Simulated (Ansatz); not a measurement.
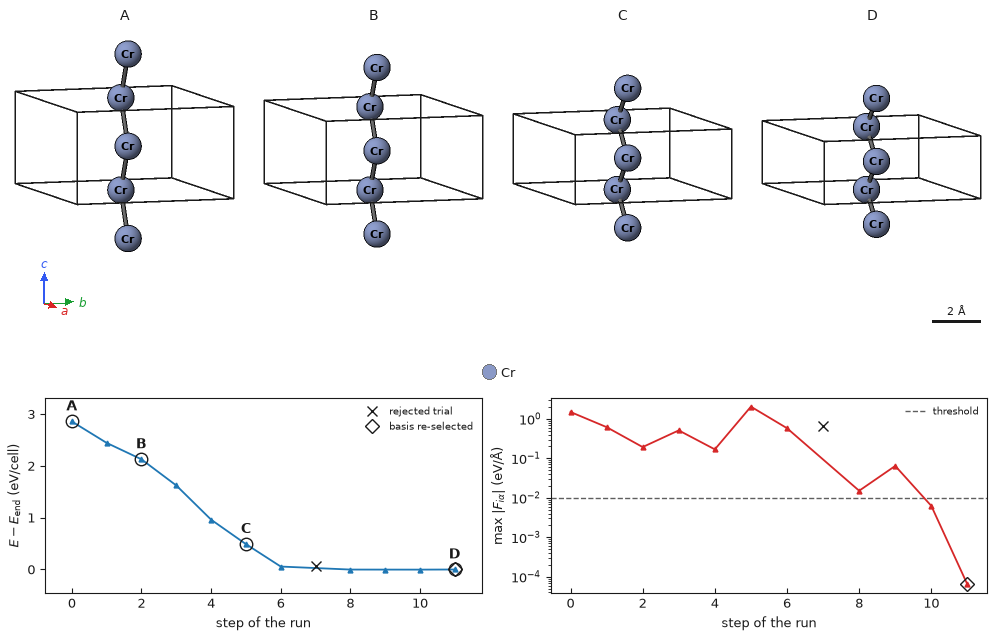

Frames of a relaxation of a wire of composition Cr, marked on the history of the run. Style: ball-and-stick. Shown: the cell of the calculation, with the vacuum cut short, slightly off an axis.

Case: zigzag chain of atoms.

Level of theory: DFT PBEsol, scalar-relativistic, plane waves, PAW in Ansatz.

Input
```yaml
crystal:
  lattice:
    - [10.0, 0.0, 0.0]
    - [0.0, 9.3, 0.0]
    - [0.0, 0.0, 3.9481712918]
  atoms:
    - { symbol: Cr, position: [0.4506478589, 0.5, 0.0], spin: 1.5 }
    - { symbol: Cr, position: [0.5493521411, 0.5, 0.5], spin: 1.5 }
basis:
  ecutwfc: 420
kpoints:
  mp_grid: { grid: [1, 1, 16] }
hamiltonian:
  xc: pbesol
scf:
  occupations: { method: gaussian, width: 0.05 }
output:
  forces: true
  stress: true
  eigenvalues: true
  populations: true
  write_density: true
  write_potential: true
  elf: true
  volumetric_format: npy
magnetization:
  spin_polarized: true
relax:
  adjacent_minimum: "off"
  f_tol: 0.01
  max_steps: 45
  cell: { fix: [a, b, alpha, beta, gamma], stress_tol: 0.03 }
```

Launched with:
```bash
ansatz run input.yaml --threads 2 --pin off --max-ram 5120MiB --backend cpu --events-out ev --progress --plain --runs-dir out
```

### What happens along the run?

The largest moves relative to the layer's centre, 0.18 Å, are those of Cr1 and Cr2. Along the periodic axis the drawn cell goes c 3.948 → 2.693 Å (−31.8 %). Near-neighbour distances that change, for instance: Cr1–Cr1 3.948 → 2.693 Å, Cr1–Cr2 2.207 → 1.911 Å. Among the angles between lasting bonds that change: Cr2–Cr1–Cr2 126.9° → 89.6°. The energy falls by 2.859 eV per cell of the calculation in 9 accepted moves (11 points after the start). The largest force component goes from 1.5 to under 0.0001 eV/Å. The line search rejected the trial step at point 7 of the run. The SCF was repeated once at an unchanged geometry on a basis and grid sized afresh for the cell, which shifted the energy by 2.4 meV per cell of the calculation at most. The program noted that the starting moments weren't kept. The run may lie on a higher electronic state than the lowest, so the end point isn't shown to be the ground-state structure. From step 0 to 2: energy −0.731 eV per cell of the calculation. From step 2 to 5: Cr atoms move most (0.22 Å), energy −1.637 eV per cell of the calculation. From step 5 to 11: Cr atoms move most (0.03 Å), energy −0.490 eV per cell of the calculation.

```
step  E − E(0), meV/atom  largest force component, eV/Å                      note
   0                0.00                         1.4945                          
   1             -206.98                         0.6177                          
   2             -365.67                         0.1931                          
   3             -618.05                         0.5106                          
   4             -948.32                         0.1688                          
   5            -1184.32                         2.0396                          
   6            -1401.05                         0.5805                          
   7            -1397.52                         0.6757                  rejected
   8            -1430.15                         0.0151                          
   9            -1430.54                         0.0643                          
  10            -1430.74                         0.0062                          
  11            -1429.54                         0.0001  same geometry, new basis
```

Limits of the set-up: the k-point mesh is coarse for a cell with partly filled bands.
